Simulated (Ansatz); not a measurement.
Input of the run:

```
crystal:
  lattice:
    - [2.4564141994, 0.0, 0.0]
    - [-1.2282070997, 2.1273170989, 0.0]
    - [0.0, 0.0, 3.9694110249]
  atoms:
    - { symbol: Co, position: [0.3333333333, 0.6666666667, 0.25], spin: 1.8 }
    - { symbol: Co, position: [0.6666666667, 0.3333333333, 0.75], spin: 1.8 }
basis:
  ecutwfc: 420
kpoints:
  mp_grid: { grid: [18, 18, 10] }
  band_path:
    path:
      - [[0.0, 0.0, 0.0], [0.5, 0.0, 0.0], [0.33333333, 0.33333333, 0.0], [0.0, 0.0, 0.0], [0.0, 0.0, 0.5], [0.5, 0.0, 0.5], [0.33333333, 0.33333333, 0.5], [0.0, 0.0, 0.5]]
      - [[0.5, 0.0, 0.5], [0.5, 0.0, 0.0]]
      - [[0.33333333, 0.33333333, 0.5], [0.33333333, 0.33333333, 0.0]]
    npoints: 14
hamiltonian:
  xc: pbesol
scf:
  occupations: { method: gaussian, width: 0.1 }
  n_extra_bands: 6
output:
  forces: true
  stress: true
  eigenvalues: true
  populations: true
  dos: { projected: true, de: 0.02, nscf_kmesh: { grid: [27, 27, 15] } }
  bader: true
  write_density: true
  write_potential: true
  elf: true
  volumetric_format: npy
magnetization:
  spin_polarized: true
checkpoint:
  read: start.run
  write: ck
  compress: false
  write_wavefunctions: false
  write_every: 100000
```

Launched with:
```bash
ansatz run input.yaml --threads 1 --pin off --max-ram 2560MiB --backend cpu --events-out ev --progress --plain --runs-dir out
```

Predict the main features of the density of states.

It is a metal. The density of states at the Fermi level is about 1.7 per eV and cell (mean within 0.25 eV), or 0.83 per atom. By projected weight, the states within 0.3 eV of the Fermi level are Co 3d almost alone. At the Fermi level spin up gives about 0.32 and spin down about 1.4 states per eV, a polarisation (up − down)/(up + down) of about −0.6. The two spin channels differ: the cell has a net moment of 3.1 μB, with spin up in the majority.

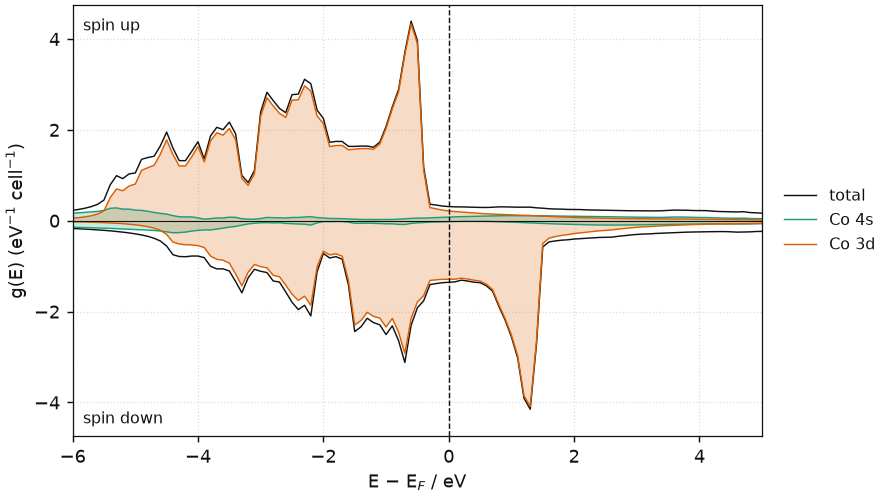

Density of states. Energies are counted from the Fermi level. The partial curves are projected on Löwdin-orthogonalised atomic shells. Spin-down states are drawn negative.
